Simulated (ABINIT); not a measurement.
The ABINIT input:

```
# Datasets: ground state, then fixed potential
ndtset 2

# Pseudopotentials
pp_dirpath "./"
pseudos "C.LDA_PW-JTH.xml, Be.LDA_PW-JTH.xml"

# Structure
acell 3*1.0 Angstrom
rprim
     0.0000000000     2.1650000000     2.1650000000
     2.1650000000     0.0000000000     2.1650000000
     2.1650000000     2.1650000000     0.0000000000
ntypat 2
znucl 6 4
natom 3
typat 1 2 2
xred
     0.0000000000     0.0000000000     0.0000000000
     0.7500000000     0.7500000000     0.7500000000
     0.2500000000     0.2500000000     0.2500000000

# Plane-wave basis
ecut 19.0
pawecutdg 38.0

# Exchange and correlation
ixc 7

# Bands and occupations
occopt 3
tsmear 0.05 eV

# SCF cycle
nstep 100

# Output
iomode 3
prtwf 0
prteig 0
prtebands 0
enunit 1
prtden1 1

# Dataset 1
kptopt1 1
ngkpt1 11 11 11
nshiftk1 1
shiftk1 0.0 0.0 0.0
nband1 10
tolvrs1 1.0e-9

# Dataset 2: bands along G-X-W-K-G-L-U-W-L-K
iscf2 -2
getden2 1
nband2 16
nbdbuf2 4
tolwfr2 1.0e-11
kptopt2 -9
ndivsm2 5
prteig2 1
kptbounds2
     0.0000000000     0.0000000000     0.0000000000
     0.5000000000     0.0000000000     0.5000000000
     0.5000000000     0.2500000000     0.7500000000
     0.3750000000     0.3750000000     0.7500000000
     0.0000000000     0.0000000000     0.0000000000
     0.5000000000     0.5000000000     0.5000000000
     0.6250000000     0.2500000000     0.6250000000
     0.5000000000     0.2500000000     0.7500000000
     0.5000000000     0.5000000000     0.5000000000
     0.3750000000     0.3750000000     0.7500000000
```

System: antifluorite-type Be$_{2}$C, space group Fm-3m, 3 atoms in the primitive cell.

Computed with ABINIT: LDA, JTH PAW LDA v2.0, no spin polarisation, no spin-orbit coupling, 11×11×11 k mesh, 517 eV cutoff, Fermi-Dirac smearing of 0.05 eV.

What does the calculation give for the electronic structure? The path is Γ–X–W–K–Γ–L–U–W–L–K.

The material is gapped. The gap along this path is 1.18 eV and indirect, from the valence-band top at Γ to the conduction-band bottom at X; the smallest direct gap is 4.02 eV, at Γ. Three bands meet at the valence-band top at Γ: it is triply degenerate (spin aside). The direct gaps are 4.02 eV at Γ, 7.32 eV at U and 5.92 eV at X.

LDA, GGA and most meta-GGA functionals understate gaps. The cell is at −9 GPa in this functional.

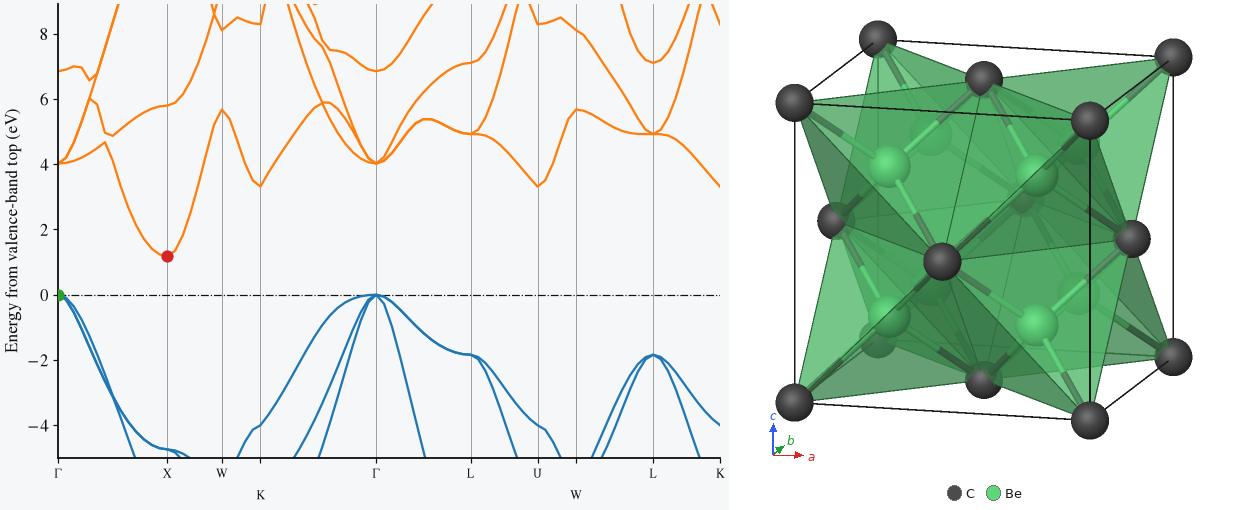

Band structure, beside the structure. Energies are counted from the top of the valence band. The path runs straight from each named point to the next.
